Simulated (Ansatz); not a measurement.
## Electronic structure of Hf7O16 (cell charge −2, with a compensating background) (cell with a defect) in real space

Input

```
crystal:
  lattice:
    - [-4.8301248136, -4.8301248136, 0.0]
    - [-4.8301248136, 4.8301248136, 0.0]
    - [4.8301248136, 0.0, -6.4194328958]
  atoms:
    - { symbol: Hf, position: [0.5085158667, 0.5055654962, 0.0123419695] }
    - { symbol: Hf, position: [0.2503144311, 0.2475105951, 0.4961863263] }
    - { symbol: Hf, position: [-0.0078176427, -0.0105501468, -0.01992814] }
    - { symbol: Hf, position: [0.1233626104, 0.6202453396, 0.2416188584] }
    - { symbol: Hf, position: [0.8740083429, 0.371181205, 0.7434135134] }
    - { symbol: Hf, position: [0.6265863084, 0.1238668249, 0.2489161939] }
    - { symbol: Hf, position: [0.3772519361, 0.8747965946, 0.7506918878] }
    - { symbol: O, position: [0.1267843019, 0.9290277624, 0.2488954414] }
    - { symbol: O, position: [0.8882856745, 0.6769742241, 0.7722218025] }
    - { symbol: O, position: [0.6115851224, 0.4008641339, 0.220103408] }
    - { symbol: O, position: [0.3739599221, 0.1763053416, 0.7434149628] }
    - { symbol: O, position: [0.4263418609, 0.7476956302, 0.496364974] }
    - { symbol: O, position: [0.195897036, 0.4971150277, -0.0051417477] }
    - { symbol: O, position: [0.9461094537, 0.2474880555, 0.4960363702] }
    - { symbol: O, position: [0.6969396352, -0.0017245277, -0.0026916992] }
    - { symbol: O, position: [0.074246725, 0.747552694, 0.495944465] }
    - { symbol: O, position: [0.8036931694, 0.4968191392, -0.0049461639] }
    - { symbol: O, position: [0.5545163425, 0.2474781906, 0.4962907969] }
    - { symbol: O, position: [0.3047338618, -0.0019781314, -0.002531935] }
    - { symbol: O, position: [0.1267321187, 0.3187769096, 0.2489081275] }
    - { symbol: O, position: [0.8889562778, 0.0943218751, 0.7724031315] }
    - { symbol: O, position: [0.6122009303, 0.8180606258, 0.2200236757] }
    - { symbol: O, position: [0.3738947199, 0.5660362352, 0.7434185193] }
  host:
    lattice:
      - [4.8301248136, 0.0, 0.0]
      - [0.0, 4.8301248136, 0.0]
      - [0.0, 0.0, 3.2097164479]
    atoms:
      - { symbol: Hf, position: [0.0, 0.0, 0.0] }
      - { symbol: Hf, position: [0.5, 0.5, 0.5] }
      - { symbol: O, position: [0.194969903, 0.805030097, 0.5] }
      - { symbol: O, position: [0.305030097, 0.305030097, 0.0] }
      - { symbol: O, position: [0.694969903, 0.694969903, 0.0] }
      - { symbol: O, position: [0.805030097, 0.194969903, 0.5] }
total_charge: -2
basis:
  ecutwfc: 420
  xc_grid: 2
kpoints:
  mp_grid: { grid: [2, 2, 2], shift: [0.0, 0.0, 0.0] }
hamiltonian:
  xc: pbesol
scf:
  occupations: { method: gaussian, width: 0.01 }
output:
  forces: true
  stress: false
  eigenvalues: true
  charged_corrections:
    defect_position: [0.75, 0.75, 0.5]
    epsilon: [[27.3137, 0.0, 0.0], [0.0, 27.3137, 0.0], [0.0, 0.0, 31.2391]]
  write_density: true
  write_potential: true
  elf: true
  volumetric_format: npy
relax:
  adjacent_minimum: "off"
  f_tol: 0.025
  max_steps: 45
```

Launched as:

```sh
ansatz run input.yaml --threads 4 --pin off --max-ram 10240MiB --backend cpu --events-out ev --progress --plain --runs-dir out
```

The fields are those of the run's last geometry, not of the input's.

These are results of DFT PBEsol, scalar-relativistic, plane waves, PAW (Ansatz 0.2.0), not measurements.

In a PAW calculation such maps are meaningful between the atoms, not at the nuclei.

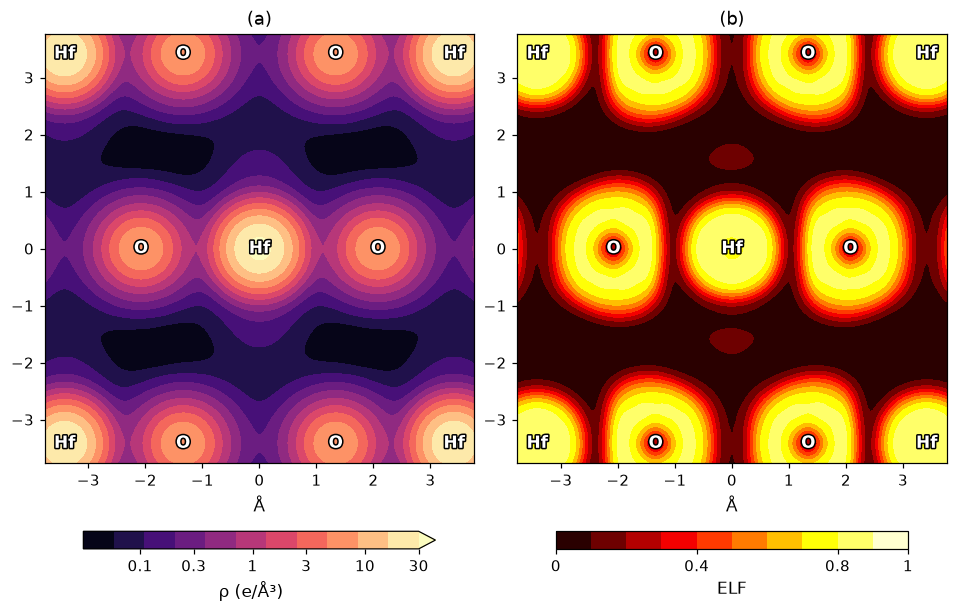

Figure 1. (a) valence pseudo-density; (b) electron localisation function on the (001) plane of the calculation cell.

Question: What do the fields say about this system?

Answer:
- Atoms in the plane: Hf and O.
- Hf–O (2.08 Å): ρ is about 0.77 e/Å³ halfway; the ELF peaks at about 0.85 in the valence shell of O, 0.6 Å from its nucleus, and drops to about 0.15 between the two atoms (no localised pair shows between them).
- Between the atoms the lowest density in this plane is 0.03 e/Å³.
- The features right at Hf lie inside the PAW spheres, where the map follows smoothed inner orbitals and isn't to be read closely.

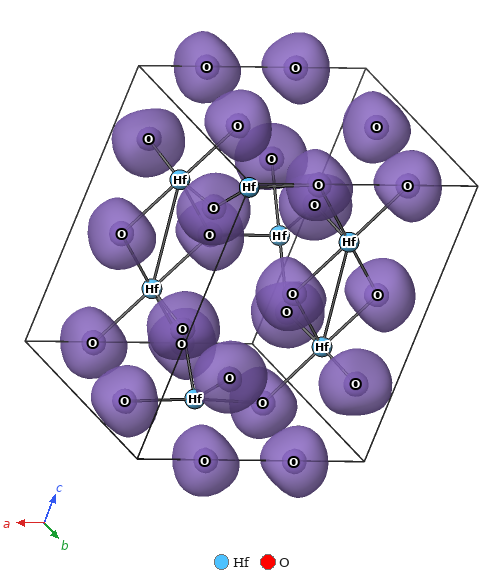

Figure 2. Isosurface of the ELF at 0.65 (purple), seen at an oblique angle. Core shells and regions of very low density are left out. Sticks mark near contacts.

Question: Identify the bonds, lone pairs and shells in this picture.

Answer: The surface consists of 16 regions wrapped around O (the valence shell of each), counted in one cell of 23 atoms. Regions shared between cells count once.


Hf–O (1.95 Å): the ELF peaks at about 0.80 in the valence shell of O, 0.6 Å from its nucleus, and drops to about 0.20 between the two atoms: no shared electron pair shows on this line. Hf–Hf (3.08 Å): the ELF is about 0.15 at the midpoint; no shared electron pair shows on this line.

Question: Does the calculation make it a metal, or give it a gap?

Answer: It is metallic or semimetallic at this level of theory: no gap opens.
